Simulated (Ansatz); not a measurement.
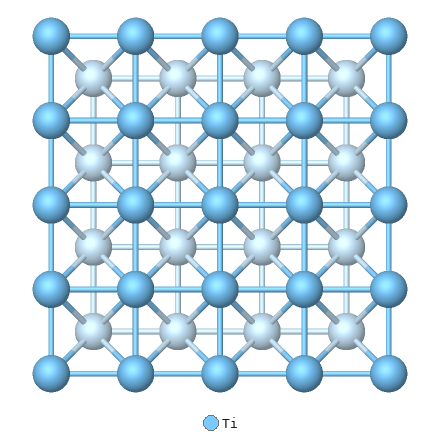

The system is C on a Ti(100) slab cut from the Fm-3m phase, its upper half relaxed before the scan (12 atoms of substrate and one adsorbate in a 2 × 2 cell); the picture shows it without the atoms that are moved over the map. C is moved over the surface cell; relaxed at each place: the height of the adsorbate's atoms; substrate rigid; the origin of the map has the adsorbate above Ti9. Places are given modulo a cell vector. The map is drawn in real space over the plane of the surface. The grid has 6 × 6 points; 10 points were computed and 26 follow by symmetry. Places are given in fractions of the 1 × 1 surface cell. Energies: eV, counted from the lowest grid point. Level of theory: DFT PBEsol, scalar-relativistic, plane waves, PAW (Ansatz 0.2.0). Settings: cutoff 420 eV, k-mesh 5×5×1, gaussian smearing 0.1 eV, no spin polarisation.

Range: position of C13 along the first surface vector from 0.000 to 0.833; position of C13 along the second surface vector from 0.000 to 0.833.

Question: What will the energy surface look like?

Answer: The lowest grid point is at a fourfold hollow over a second-layer Ti atom, (3/6, 3/6) of the cell vectors. It is the only kind of minimum in the scanned range. The highest grid point, the top site over a surface Ti atom, (0/6, 0/6) of the cell vectors, lies 5.40 eV above the lowest. On the interpolated surface the easiest way out of the lowest well to its copy in the next cell or period passes a barrier of about 3.2 eV. At the lowest point the adsorbate has 4 Ti at 2.05 Å as nearest neighbours, at the highest 1 Ti at 1.81 Å. Its relaxed height above the top atom is 0.33 Å at the lowest and 1.81 Å at the highest point.

| second ↓, first → | 0/6 | 1/6 | 2/6 | 3/6 | 4/6 | 5/6 |
| --- | --- | --- | --- | --- | --- | --- |
| 5/6 | 5.17 | 4.93 | 4.01 | 2.83 | 4.01 | 4.93 |
| 4/6 | 4.31 | 4.01 | 2.88 | 1.37 | 2.88 | 4.01 |
| 3/6 | 3.20 | 2.83 | 1.37 | 0.00 | 1.37 | 2.83 |
| 2/6 | 4.31 | 4.01 | 2.88 | 1.37 | 2.88 | 4.01 |
| 1/6 | 5.17 | 4.93 | 4.01 | 2.83 | 4.01 | 4.93 |
| 0/6 | 5.40 | 5.17 | 4.31 | 3.20 | 4.31 | 5.17 |

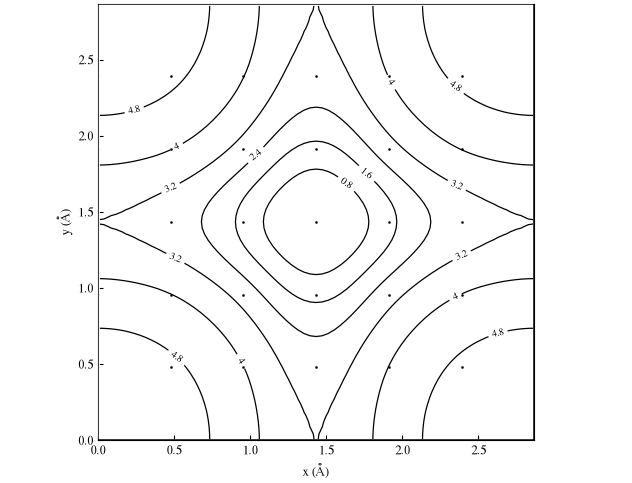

The picture shows contour lines labelled in eV, dots at the grid points, the outline of one cell of the plane. Between grid points the surface is interpolated.

Each point was launched as `ansatz run input.yaml --threads 2 --pin off --max-ram 6144MiB --backend cpu --events-out ev --progress --plain --runs-dir out`. Time for the 10 points that were run: 31 min on 2 threads of Arm Neoverse V1 (shared host).

PAW datasets: the set soft_1.
